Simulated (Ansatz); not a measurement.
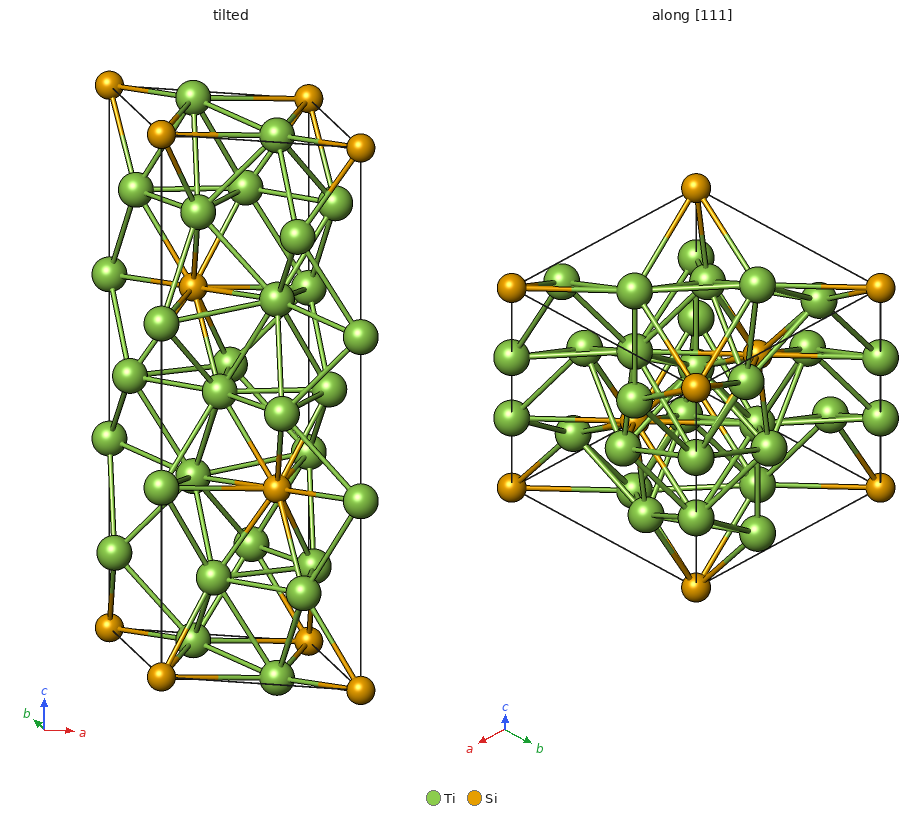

Shown here is a ball-and-stick view of the crystal, taken slightly off an axis and along [111]. The frame is the conventional unit cell; atoms at its boundary are shown with their periodic copies. Cell: a = 4.796 Å, b = 4.796 Å, c = 12.982 Å, α = 90.00°, β = 90.00°, γ = 120.00°.

What does the picture show?

The structure is one of Ti5Si. It is rhombohedral (trigonal R), space group R32 (No. 155). Atoms per cell: 18 (15 Ti, 3 Si). Coordination numbers (contacts within bonding distance): Ti 10 to 12 (mean 10.8) and Si 12. Not all metal-metal contacts are counted.

Origin of the cell: a structure listed in the Materials Project. The cell was then strained or its atoms displaced on purpose. An electronic-structure calculation with Ansatz was run on it.

At this level of theory the run's own cell isn't at rest (compressed, at 20 GPa), so its distances can differ from those at equilibrium, the more so the softer the solid.
